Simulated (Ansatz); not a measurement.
ZnO

Input file:

```
crystal:
  lattice:
    - [3.0251896613, 0.0, 0.0]
    - [-1.5125948307, 2.619891098, 0.0]
    - [0.0, 0.0, 5.1920976491]
  atoms:
    - { symbol: Zn, position: [0.0, 0.0, 0.0] }
    - { symbol: Zn, position: [0.0, 0.0, 0.5] }
    - { symbol: O, position: [0.3333333333, 0.6666666667, 0.25] }
    - { symbol: O, position: [0.6666666667, 0.3333333333, 0.75] }
kpoints:
  mp_grid: { grid: [12, 12, 4] }
hamiltonian:
  xc: r2scan
scf:
  occupations: { method: fermi_dirac, width: 0.02 }
relax:
  f_tol: 0.005
  cell: {}
output:
  write_density: true
  write_potential: true
  elf: true
  volumetric_format: npy
```

Run with:

```sh
ansatz run input.yaml --threads 2 --pin off --max-ram 2211MiB --backend cpu --events-out ev --progress --plain --runs-dir out
```

Below, planes, directions and counts refer to the conventional cell (a = 2.98 Å, b = 2.98 Å, c = 5.13 Å, α = 90.00°, β = 90.00°, γ = 120.00°).

The fields are those of the run's last geometry, not of the input's.

Space group P6₃/mmc; started from the NiAs prototype, which need not be the ambient phase.

Level of theory: DFT, r2SCAN, plane waves, PAW (Ansatz).

> What will maps of the valence pseudo-density and electron localisation function show?

Zn–O (2.14 Å): ρ at the midpoint is about 0.41 e/Å³; the ELF peaks at about 0.80 in the valence shell of O, 0.6 Å from its nucleus, and is about 0.15 at the midpoint: no localised pair shows between them.

> Metal or insulator at this level of theory?

It is gapped, with a Kohn–Sham gap of 1.4 eV on the k-point mesh, an upper bound to the gap of this method.

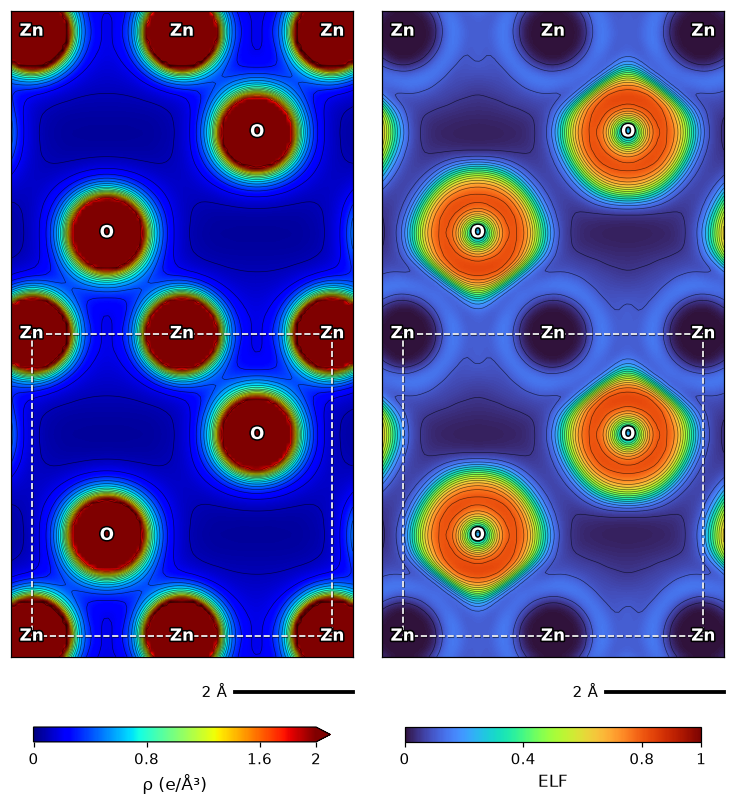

Computed valence pseudo-density and electron localisation function on the (110) plane of the conventional cell, in this order. 

Core electrons are frozen (PAW), and the valence fields are smoothed inside the atomic spheres.
